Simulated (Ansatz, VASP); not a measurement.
# Cross-check of InSb (InSb(110)) between VASP and Ansatz, part 3 of 3

One calculation is typed for both programs; each brings its own data sets and cutoff. How far apart do they land?  The structure shown is the end of the VASP relaxation below.

VASP 6.6.1 and Ansatz 0.2.0.

So far: The structure; VASP: relaxation, PBE; Ansatz: single point, PBE; Comparison; VASP: band structure, PBE.

## 6. Ansatz: band structure, PBE

Level of this step: Ansatz beside VASP: Kohn-Sham DFT, plane waves, PBE (Ansatz).

The same cell, functional, mesh and smearing now go to Ansatz, which takes its cutoff from its data sets.

Input file input.yaml:

```yaml
crystal:
  lattice:
    - [4.7066070515, 0.0, 0.0]
    - [0.0, 6.656147525, 0.0]
    - [0.0, 0.0, 34.826428206]
  atoms:
    - { symbol: In, position: [0.0, 0.059080149, 0.2456501578] }
    - { symbol: In, position: [0.5, 0.4809911094, 0.2935153136] }
    - { symbol: In, position: [0.0, 0.9907442946, 0.3652764067] }
    - { symbol: In, position: [0.5, 0.4913641922, 0.431304062] }
    - { symbol: In, position: [0.0, 0.9954516992, 0.5] }
    - { symbol: In, position: [0.5, 0.4913641922, 0.568695938] }
    - { symbol: In, position: [0.0, 0.9907442946, 0.6347235933] }
    - { symbol: In, position: [0.5, 0.4809911094, 0.7064846864] }
    - { symbol: In, position: [0.0, 0.059080149, 0.7543498422] }
    - { symbol: Sb, position: [0.0, 0.7318337894, 0.2982071303] }
    - { symbol: Sb, position: [0.5, 0.2667931602, 0.2212759855] }
    - { symbol: Sb, position: [0.0, 0.7419933428, 0.4326255604] }
    - { symbol: Sb, position: [0.5, 0.2414060489, 0.3634089913] }
    - { symbol: Sb, position: [0.0, 0.7419933428, 0.5673744396] }
    - { symbol: Sb, position: [0.5, 0.2461361276, 0.5] }
    - { symbol: Sb, position: [0.0, 0.7318337894, 0.7017928697] }
    - { symbol: Sb, position: [0.5, 0.2414060489, 0.6365910087] }
    - { symbol: Sb, position: [0.5, 0.2667931602, 0.7787240145] }
hamiltonian:
  xc: pbe
  pseudopotentials: { kind: paw }
kpoints:
  mp_grid: { grid: [5, 4, 1] }
  band_path:
    path:
      - [0.0, 0.0, 0.0]
      - [0.07692, 0.0, 0.0]
      - [0.15385, 0.0, 0.0]
      - [0.26923, 0.0, 0.0]
      - [0.34615, 0.0, 0.0]
      - [0.42308, 0.0, 0.0]
      - [0.5, 0.0, 0.0]
      - [0.5, 0.07692, 0.0]
      - [0.5, 0.19231, 0.0]
      - [0.5, 0.26923, 0.0]
      - [0.5, 0.34615, 0.0]
      - [0.5, 0.46154, 0.0]
      - [0.5, 0.5, 0.0]
      - [0.42308, 0.5, 0.0]
      - [0.30769, 0.5, 0.0]
      - [0.23077, 0.5, 0.0]
      - [0.11538, 0.5, 0.0]
      - [0.03846, 0.5, 0.0]
      - [0.0, 0.5, 0.0]
      - [0.0, 0.38462, 0.0]
      - [0.0, 0.30769, 0.0]
      - [0.0, 0.23077, 0.0]
      - [0.0, 0.11538, 0.0]
      - [0.0, 0.03846, 0.0]
      - [0.03846, 0.03846, 0.0]
      - [0.11538, 0.11538, 0.0]
      - [0.19231, 0.19231, 0.0]
      - [0.30769, 0.30769, 0.0]
      - [0.38462, 0.38462, 0.0]
      - [0.5, 0.5, 0.0]
    npoints: 1
scf:
  occupations: { method: gaussian, width: 0.03 }
  n_extra_bands: 15
efield:
  axis: 3
  dipole_correction: true
  ramp_width: 0.04
output:
  forces: true
  eigenvalues: true
```

Started as:

```sh
$ ansatz run input.yaml --threads 8 --pin off --max-ram 18432MiB --backend cpu --events-out ev --progress --plain --runs-dir out
```

Numbers of over 12 decimals in the logs are rounded to 6 here.

The log of the run:

```text
[...]
Crystal: 18 atoms, lattice volume = 1091.038 Å³
Basis set: ecut = 420 eV, 21357 PW (Γ), exchange–correlation on 64×90×480 points (8 copies of the dense FFT grid, shifted against one another)
Bands: 141, of which v1, the nominal top of the filled ones, is band 126 counted from 1 (125 counted from 0)
Symmetry: 2 space group operations
[...]
k-point 0: bands = [... 122 lower, 1.8684, 1.9031, 2.0353, 2.1353, 2.3078, 3.0252, 3.3129, 3.4190, ... 11 higher]
  k-point 1: bands = [... 122 lower, 1.6749, 1.6889, 1.6979, 1.7348, 2.8942, 2.9194, 3.1061, 3.2148, ... 11 higher]
  k-point 2: bands = [... 122 lower, 1.2765, 1.3014, 1.3538, 1.3919, 2.6260, 2.7550, 2.8868, 3.1427, ... 11 higher]
  k-point 8: bands = [... 122 lower, 1.1726, 1.1805, 1.3215, 1.4617, 2.8894, 3.1319, 3.3035, 3.7545, ... 11 higher]
[key lines of the parts left out:]
SCF converged after 11 iterations
Free energy (F): -108741.813629 eV
Fermi energy:    2.221528 eV
Dipole field:    D = 0.000003 V/Å  (p = 0.000020 e·Å, saw-weighted, corrected)
Work function:   Φ+ = 4.4029 eV   Φ− = 4.4031 eV
```

Elapsed: 2.5 min, on 8 threads of Arm Neoverse N1, shared host; peak memory 7.6 GiB; 20 min of CPU time.

## 7. Differences

Both answers:

```
                     quantity  Ansatz   VASP  difference
gap over the path points (eV)   0.172  0.190      -0.018
```

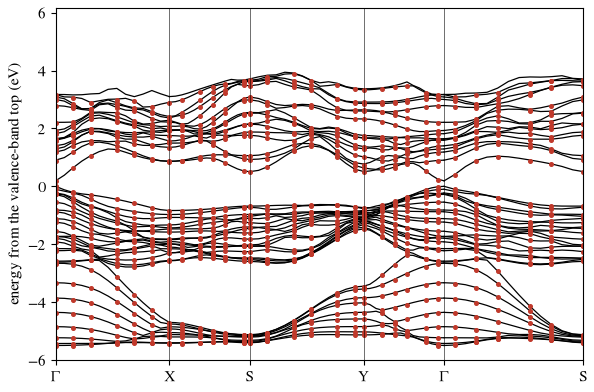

Bands from VASP (lines) and levels from Ansatz (dots). Dots without a line are higher empty bands that the VASP plot leaves out.

Levels at points of the path, from each program's valence-band top (eV; 4 filled, then empty):

```
k (reciprocal lattice)                                  Ansatz                                    VASP
     0.000 0.000 0.000   -0.27 -0.23 -0.10 0.00 0.17 0.89 1.18   -0.26 -0.23 -0.10 0.00 0.19 0.90 1.19
     0.077 0.000 0.000  -0.46 -0.40 -0.23 -0.21 0.62 1.17 1.40  -0.46 -0.40 -0.23 -0.21 0.64 1.19 1.41
     0.154 0.000 0.000  -0.70 -0.67 -0.44 -0.30 1.04 1.49 1.57  -0.70 -0.67 -0.44 -0.29 1.06 1.50 1.58
     0.269 0.000 0.000  -1.09 -0.97 -0.78 -0.45 1.26 1.39 1.54  -1.09 -0.96 -0.77 -0.45 1.27 1.40 1.56
     0.346 0.000 0.000  -1.28 -1.10 -0.89 -0.59 1.07 1.17 1.46  -1.28 -1.09 -0.87 -0.59 1.08 1.18 1.47
     0.423 0.000 0.000  -1.36 -1.12 -0.96 -0.75 0.92 0.95 1.40  -1.36 -1.11 -0.95 -0.74 0.92 0.95 1.41
     0.500 0.000 0.000  -1.34 -1.07 -1.00 -0.85 0.86 0.86 1.33  -1.33 -1.07 -0.97 -0.84 0.86 0.87 1.34
     0.500 0.077 0.000  -1.31 -1.08 -0.99 -0.85 0.88 0.89 1.40  -1.30 -1.08 -0.96 -0.83 0.88 0.90 1.41
     0.500 0.192 0.000  -1.18 -1.09 -0.93 -0.82 0.95 1.02 1.56  -1.18 -1.09 -0.91 -0.80 0.96 1.03 1.57
     0.500 0.269 0.000  -1.11 -1.09 -0.87 -0.79 0.96 1.08 1.43  -1.11 -1.09 -0.86 -0.77 0.97 1.09 1.45
```

At this near-relaxed geometry the largest component of a force difference is 43 meV/Å. Among the levels compared (up to four filled and three empty ones at each point), filled levels agree within 22 meV and empty ones within 23 meV.

## 8. Outcome

| Quantity | Value |
| --- | --- |
| difference in gap on the k mesh (single point, PBE) | -0.018 eV |
| r.m.s. force difference (single point, PBE) | 10 meV/Å |
| difference in gap over the path points (band structure, PBE) | -0.018 eV |
| r.m.s. force difference (band structure, PBE) | 9.9 meV/Å |

What this shows: The r.m.s. force difference is 10 meV/Å (single point, PBE), within the 12 meV/Å picked in this series as the mark of a large difference. Differences of this kind measure data sets and numerical settings, not the functional's error against experiment.

[Lines on the potential files, build, host, timing and source positions are cut from VASP's logs without a mark.]

[Logs are printed without paths, hosts, clocks, repeated set-up lines and the standing remarks that a program may print on its own settings, such as how far it seeks lower states.]

[Hosts, paths, dates, database ids (printed as entryN), source tags and the programs' standing remarks are cut or masked in the printed files.]
